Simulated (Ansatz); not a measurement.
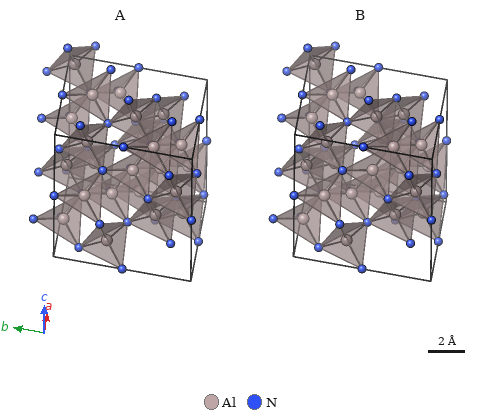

Two geometries of a defect cell of composition Al23N24, drawn at one scale. One is the start of a relaxation, the other its converged end. The picture is a polyhedral view of the cell of the calculation (origin shifted), seen from a free direction.

Level of theory: DFT PBE, scalar-relativistic, plane waves, PAW (Ansatz 0.2.0). Settings: plane-wave cutoff 420 eV; k-point mesh 2 × 2 × 2; occupations gaussian; smearing width 0.01 eV; mesh shifted by (0.5, 0.5, 0.5); collinear spin; atoms relaxed in a fixed cell; force threshold 0.025 eV/Å; at most 45 steps.

Which geometry has the lower energy?

Answer. Structure B is the relaxed one. Case: Al vacancy (site b), charge +0, atoms relaxed at the host's cell. The energy falls by 0.657 eV per cell of the calculation in 3 accepted moves (4 points after the start). Largest force component: 1.5 eV/Å at the start, 0.021 eV/Å at the end. 1 step only repeated the SCF at the same geometry. An N atom moves most: 0.21 Å along [−1 −1 −1]. By element the largest moves are N 0.21 Å, Al 0.03 Å. The cell stays as it was. Among the contacts that change: Al–N 1.902 → 1.867 Å, Al–N 1.915 → 1.881 Å, Al–N 1.915 → 1.928 Å, Al–N 1.902 → 1.910 Å. Among the angles between lasting bonds that change: N–Al–N 110.7° → 103.3°, N–Al–N 108.2° → 100.9°, N–Al–N 110.7° → 103.9°.

Limits of the set-up: the periodic images lie only 8.0 Å apart, so the values are limited by the cell's size.
